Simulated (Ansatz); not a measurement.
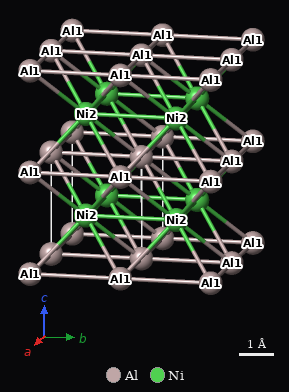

This is the input geometry for a relaxation of crystalline AlNi (set up in Cmmm). A ball-and-stick model of the cell of the calculation, repeated 2 × 2 × 2 with one cell outlined, seen slightly off an axis.

Case: relaxed functional: PBEsol.

Theory: DFT PBEsol, scalar-relativistic, plane waves, PAW in Ansatz 0.2.0.

The input:
```yaml
crystal:
  lattice:
    - [1.938694, -1.95319015, 0.0]
    - [1.938694, 1.95319015, 0.0]
    - [0.0, 0.0, 3.0994300413]
  atoms:
    - { symbol: Al, position: [0.0, 0.0, 0.0] }
    - { symbol: Ni, position: [0.5, 0.5, 0.5] }
basis:
  ecutwfc: 420
kpoints:
  mp_grid: { grid: [16, 16, 14] }
hamiltonian:
  xc: pbesol
scf:
  occupations: { method: gaussian, width: 0.1 }
output:
  forces: true
  stress: true
  eigenvalues: true
relax:
  adjacent_minimum: "off"
  f_tol: 0.01
  max_steps: 60
  cell: { stress_tol: 0.05 }
```

Run as
```bash
ansatz run input.yaml --threads 1 --pin off --max-ram 2560MiB --backend cpu --events-out ev --progress --plain --runs-dir out
```

Q: Where does the relaxation end?

A: The energy falls by 44.0 meV per cell of the calculation in 5 accepted moves (7 points after the start). All forces vanish by symmetry, so only the cell relaxes. The pressure goes from 0.35 to 0.00 GPa. The SCF was repeated twice at an unchanged geometry on a basis and grid sized afresh for the cell, which shifted the energy by 0.5 meV per cell of the calculation at most. No atom moves by more than 0.005 Å relative to the cell. The volume changes by −0.1 %, with a = b 2.752 → 2.859 Å (+3.9 %), c 3.099 → 2.869 Å (−7.4 %), γ 90.4° → 90.0°. Some distances before and after: Al1–Al1 2.752 → 2.859 Å, Ni2–Ni2 2.752 → 2.859 Å, Al1–Ni2 2.493 → 2.479 Å. Within 0.06 Å the space group is P4/mmm at the start and Pm-3m at the end; at a tighter tolerance small leftover displacements or strains of the cell lower it.

After the run, drawn alike:

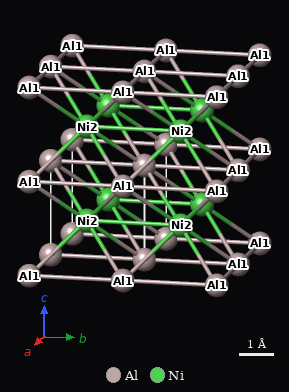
